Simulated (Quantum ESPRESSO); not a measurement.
## A series of single points on Ir

System: Ir (Fm-3m, 1 atom in the cell).
Method: Kohn-Sham DFT of a periodic cell, PBE, SSSP 1.3 efficiency PBE, no spin polarisation (Quantum ESPRESSO 7.5).

The 7 runs differ only in the geometry, by an even scaling of the cell at fixed fractional positions. The structure derives from an entry of the Crystallography Open Database.

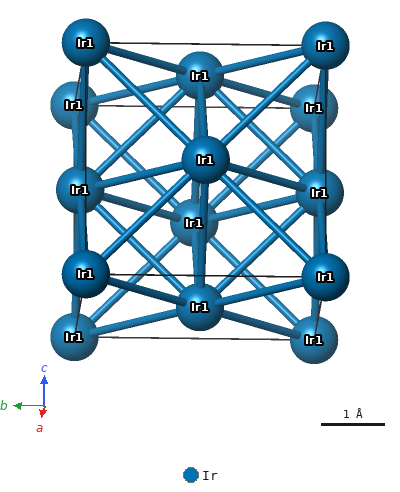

Figure 1. The structure of run 4 (ball-and-stick view of the cell 4 times as large as that of the calculation, set on its symmetry axes, seen at an oblique angle; atoms are numbered from 1 in the order of the input).

## The input of run 4
```
&CONTROL
  calculation = 'scf'
  prefix = 'pwscf'
  outdir = './tmp'
  pseudo_dir = './pseudo'
  tprnfor = .true.
  tstress = .true.
  disk_io = 'low'
/
&SYSTEM
  ibrav = 0
  nat = 1
  ntyp = 1
  ecutwfc = 55
  ecutrho = 440
  nbnd = 13
  occupations = 'smearing'
  smearing = 'fd'
  degauss = 0.00367493
/
&ELECTRONS
  conv_thr = 2d-10
  electron_maxstep = 120
  mixing_beta = 0.5
/
ATOMIC_SPECIES
Ir   192.2170 Ir_pbe_v1.2.uspp.F.UPF
CELL_PARAMETERS angstrom
   0.0000000000    1.9156000000    1.9156000000
   1.9156000000    0.0000000000    1.9156000000
   1.9156000000    1.9156000000    0.0000000000
ATOMIC_POSITIONS crystal
Ir     0.0000000000    0.0000000000    0.0000000000
K_POINTS automatic
12 12 12 0 0 0
```

## File pp_density.in of run 4
```
&INPUTPP
  prefix = 'pwscf'
  outdir = './tmp'
  filplot = 'density.dat'
  plot_num = 0
/
&PLOT
  nfile = 1
  filepp(1) = 'density.dat'
  iflag = 3
  output_format = 6
  fileout = 'density.cube'
/
```

## File pp_potential.in of run 4
```
&INPUTPP
  prefix = 'pwscf'
  outdir = './tmp'
  filplot = 'potential.dat'
  plot_num = 11
/
&PLOT
  nfile = 1
  filepp(1) = 'potential.dat'
  iflag = 3
  output_format = 6
  fileout = 'potential.cube'
/
```

Command:
```bash
OMP_NUM_THREADS=1 pw.x -in pw.in > pw.out
OMP_NUM_THREADS=1 pp.x -in pp_density.in > pp_density.out
OMP_NUM_THREADS=1 pp.x -in pp_potential.in > pp_potential.out
```

Lattice vectors (Å) and fractional positions of run 4:
```
   0.000000    1.915600    1.915600
   1.915600    0.000000    1.915600
   1.915600    1.915600    0.000000
Ir  0.000000  0.000000  0.000000
```

Run 2 has the same physical settings and fractional positions; its lattice vectors (Å) are:
```
   0.000000    1.889710    1.889710
   1.889710    0.000000    1.889710
   1.889710    1.889710    0.000000
```

## Results, with one run withheld

| run | volume per atom (Å³) | free energy per atom, from the lowest run given (meV) | pressure (GPa) |
| --- | --- | --- | --- |
| 1 | 13.215 | 144.77 | 39.38 |
| 2 | 13.496 | ? | ? |
| 3 | 13.778 | 40.47 | 18.89 |
| 4 | 14.059 | 13.21 | 10.32 |
| 5 | 14.340 | 0.38 | 2.70 |
| 6 | 14.621 | 0.00 | −4.07 |
| 7 | 14.902 | 10.93 | −10.07 |

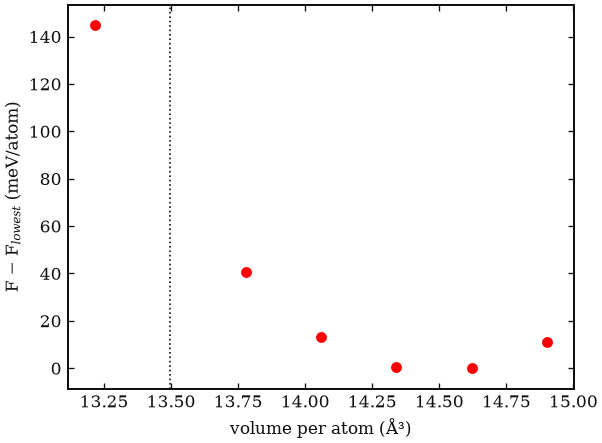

Figure 2. Free energy per atom of the runs given; the dotted line marks run 2.

Estimate the energy of run 2 from the others.

A cubic polynomial in V^(−2/3) (the Birch–Murnaghan form), fitted to the 6 runs given, misses them by at most 0.08 meV per atom. With x = V^(−2/3) − 0.17106 Å⁻², it reads F = 8.4844 + 7071.3 x + 1.2846e+06 x² + 3.6441e+06 x³ (meV per atom). At run 2 it gives 83.70 meV per atom, and the run itself gives 83.56. The slope of the fit gives a pressure −dF/dV of 29.51 GPa there, and the run prints 28.53 GPa. The two needn't agree exactly: the fit is approximate, and the printed stress is taken on a finite basis. The fit has its minimum at 14.487 Å³ per atom, where V d²F/dV² gives 349 GPa: the bulk modulus at this level, since symmetry fixes the shape and the positions.

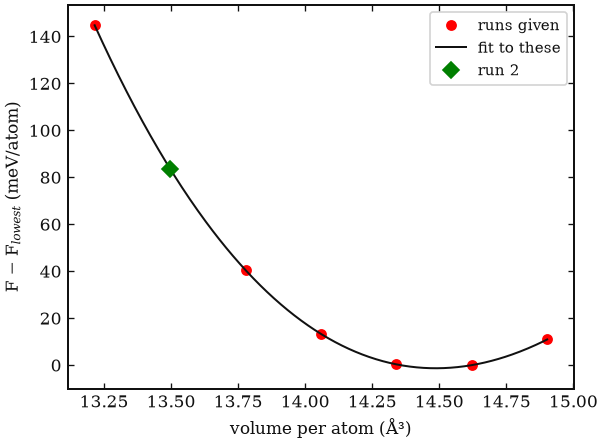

Figure 3. The fit and the withheld run.

## Some lines of the output (run 2)
```
[...]
     unit-cell volume          =      91.0778 (a.u.)^3
     number of k points=    72  Fermi-Dirac smearing, width (Ry)=  0.0037
     total energy              =    -181.68329185 Ry
     total energy              =    -181.77524839 Ry
     total energy              =    -181.77640409 Ry
     total energy              =    -181.77646664 Ry
     total energy              =    -181.77647555 Ry
     total energy              =    -181.77647632 Ry
     total energy              =    -181.77647633 Ry
     the Fermi energy is    26.4772 ev
!    total energy              =    -181.77647633 Ry
     The total energy is F=E-TS. E is the sum of the following terms:
     Computing stress (Cartesian axis) and pressure
          total   stress  (Ry/bohr**3)                   (kbar)     P=      285.32
```

Notes on the run: negative rho. Spin–orbit coupling is left out, which matters for Ir.
